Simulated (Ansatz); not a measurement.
Na

Input file:

```
crystal:
  lattice:
    - [-1.8772445772, 1.8413481638, 2.6006976524]
    - [1.8772445772, -1.8413481638, 2.6006976524]
    - [1.8772445772, 1.8413481638, -2.6006976524]
  atoms:
    - { symbol: Na, position: [0.0, 0.0, 0.0] }
basis:
  ecutwfc: 420
kpoints:
  mp_grid: { grid: [14, 14, 14] }
hamiltonian:
  xc: pbe
scf:
  occupations: { method: gaussian, width: 0.1 }
output:
  forces: true
  stress: true
  eigenvalues: true
  populations: true
  write_density: true
  write_potential: true
  elf: true
  volumetric_format: npy
```

Run with:

```sh
ansatz run input.yaml --threads 1 --pin off --max-ram 1331MiB --backend cpu --events-out ev --progress --plain --runs-dir out
```

Below, planes, directions and counts refer to the conventional cell (a = 3.68 Å, b = 3.75 Å, c = 5.20 Å, α = 90.00°, β = 90.00°, γ = 90.00°).

Space group Immm; a structure from a database of computed crystals, not necessarily the ambient phase; changed on purpose from its base cell (strained and moved within a subgroup); computed without spin polarisation.

Method: DFT PBE, scalar-relativistic, plane waves, PAW (Ansatz).

What will maps of the valence pseudo-density and electron localisation function show?

Na–Na (3.70 Å): ρ at the midpoint is about 0.03 e/Å³; the ELF is about 0.45 at the midpoint.
Na–Na (3.75 Å): ρ at the midpoint is about 0.03 e/Å³; the ELF is about 0.45 at the midpoint.

Does the calculation give a band gap?

It is gapless in this calculation (a metal or semimetal).

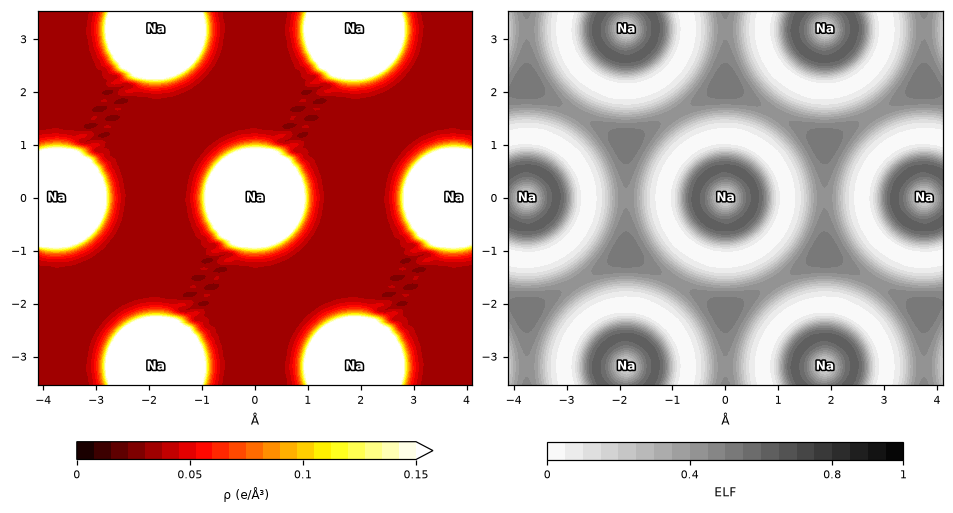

Computed valence pseudo-density and electron localisation function on the (101̄) plane of the conventional cell, in this order. 

Core electrons are frozen (PAW), and the valence fields are smoothed inside the atomic spheres.
